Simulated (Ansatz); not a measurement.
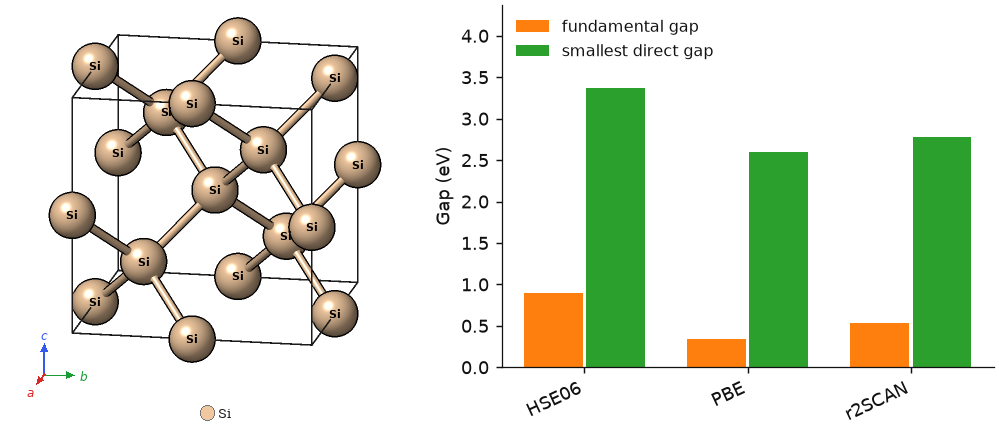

Gaps of Si, space group Fd-3m, 2 atoms in the cell, diamond type, hydrostatic strain −4.0%, at several levels of theory on one cell (Ansatz, plane waves and PAW; edges over the mesh and the special points).

### How does the gap depend on the level, and does its kind change?

In rising order: PBE 0.34 eV, r2SCAN 0.53 eV and HSE06 0.90 eV. It is indirect at every level.
